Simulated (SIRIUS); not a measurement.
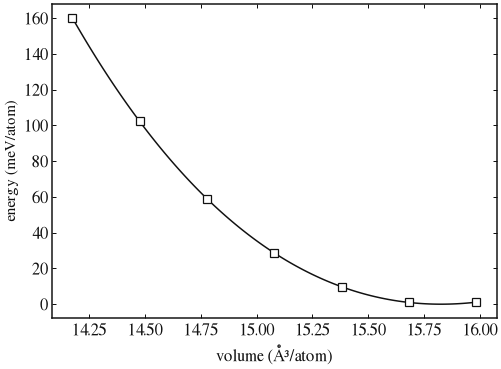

The picture above shows the energy against volume.

Computed with SIRIUS 7.12.0: plane-wave DFT, no spin polarisation; energies at scaled volumes of the given cell, shape and fractions fixed, counted from the fit's minimum, third-order Birch-Murnaghan fit. Level: RPBE.

For which of these solids was it computed?
A. HfN, Fm-3m (No. 225)
B. Pt, Fm-3m (No. 225)
C. MgS, Fm-3m (No. 225)

Answer. B, Pt: energy from 1 meV/atom to 160 meV/atom, V0 15.83 Å³/atom, B0 235 GPa. The others give: HfN, energy from 0.04 meV/atom to 99.97 meV/atom, V0 11.92 Å³/atom, B0 253 GPa; MgS, energy from 0.06 meV/atom to 47.42 meV/atom, V0 18.39 Å³/atom, B0 69.6 GPa.

For Pt, limits of the calculation: coarse k mesh; spin-orbit coupling left out, heavy elements.
